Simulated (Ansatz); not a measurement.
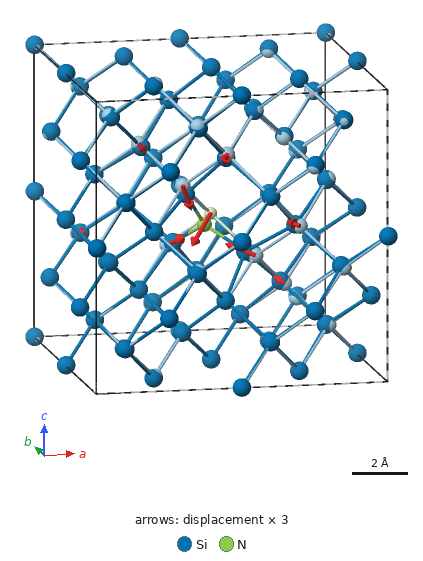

This is a relaxation of a defect cell of composition Si62N (cell charge +1). The starting structure is drawn faded, the final one solid; red arrows show the displacements, 3 times their true length.

A ball-and-stick model of the cell of the calculation (origin shifted), seen slightly off an axis.

All numbers below come from DFT, PBEsol, PAW, plane waves (Ansatz). (plane-wave cutoff 420 eV; k-point mesh 1 × 1 × 1; mesh shifted by (0.25, 0.25, 0.25); collinear spin; atoms relaxed in a fixed cell; force threshold 0.03 eV/Å; at most 80 steps)

Q: What did the optimiser do to the structure, and how much energy did it gain?

A: The N atom moves most: 0.57 Å along [−1 −1 −1]. Largest moves by element: N 0.57 Å, Si 0.44 Å. The cell doesn't change. Among the contacts that change: N–Si 2.373 → 1.832 Å, N–Si 2.324 → 1.833 Å, Si–Si 2.319 → 2.428 Å, Si–Si 2.298 → 2.394 Å. Bond angles that change, for instance: Si–Si–Si 111.4° → 98.8°, Si–Si–Si 109.0° → 98.8°, Si–Si–Si 108.1° → 116.6°. Over 5 geometry steps the energy falls by 3.592 eV per cell of the calculation. The largest force component goes from 2.2 to 0.019 eV/Å. The program noted that the starting moments weren't kept. The run took 2 min on 7 threads of Arm Neoverse-V2, peak memory 2.8 GiB.

Limits of the set-up: the cell is charged, on a uniform background, and energies carry no finite-size correction.
